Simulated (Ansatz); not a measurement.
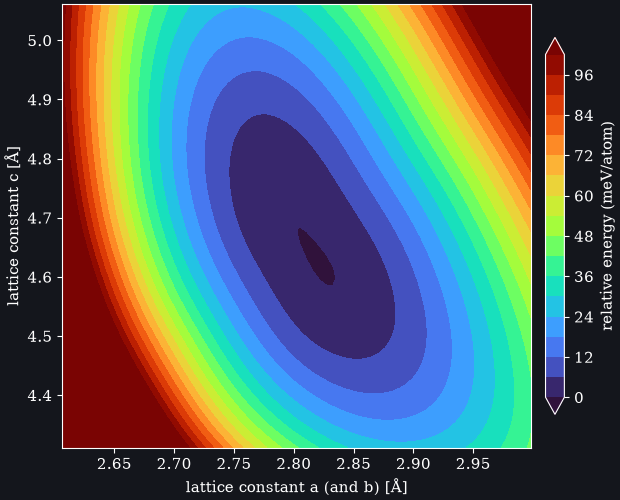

Al (P6_3/mmc, No. 194; 2 atoms in the cell). The energy is mapped over the lattice constants a and c of the conventional cell. Coordinates scanned: (1) lattice constant a (and b); (2) lattice constant c. Nothing is relaxed (symmetry fixes all fractional coordinates). The scan uses a 9 × 9 grid. Points are written as (first, second). Energies: meV/atom, counted from the lowest grid point. Level of theory: Ansatz, DFT LDA, scalar-relativistic, plane waves, PAW. Settings: cutoff 420 eV, k-mesh 18×18×10 in the order of the run's cell vectors, gaussian smearing 0.15 eV, no spin polarisation.

Drawn: filled contours, one colour for all values above the top of the scale. Between grid points the surface is interpolated.

The lowest grid point is at (2.802 Å, 4.686 Å). No other kind of well shows on this grid. The highest grid point, (2.606 Å, 4.311 Å), lies 250 meV/atom above the lowest. Round the minimum the valley is strongly tilted: raising lattice constant a (and b) shifts the best value of lattice constant c downwards (coupling k₁₂/√(k₁₁k₂₂) about 0.7).

The level of theory is changed to DFT PBEsol, scalar-relativistic, plane waves, PAW in Ansatz; with it change the cell, relaxed at the new level (first cell vector 2.850 Å, before 2.802 Å); the new grid has 11 × 11 points, laid about the new relaxed structure.

> How does the landscape change?

The minimum (interpolated where it lies between grid points) moves from about (2.822 Å, 4.621 Å) to about (2.846 Å, 4.652 Å). The curvature at the minimum changes by less than a tenth (about 8.8) eV/Å² along lattice constant a (and b) and by less than a tenth (about 1) eV/Å² along lattice constant c (per cell).

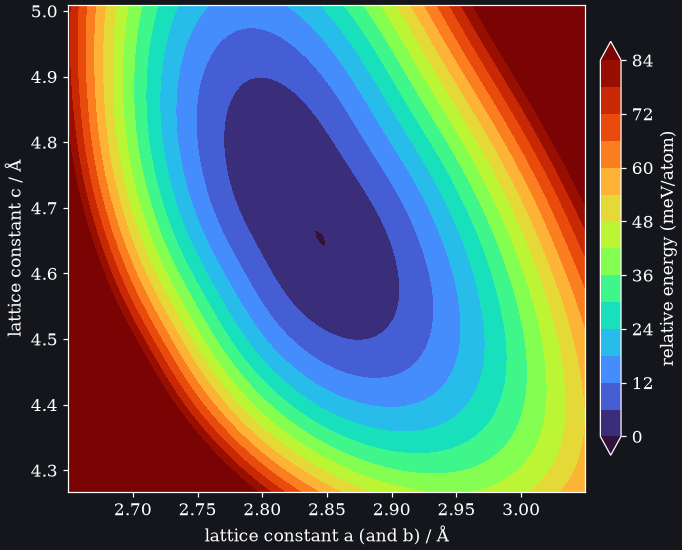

The map after the change, on a colour scale of its own. Drawn: filled contours, one colour for all values above the top of the scale. Between grid points the surface is interpolated.

PAW datasets: the set soft_1.
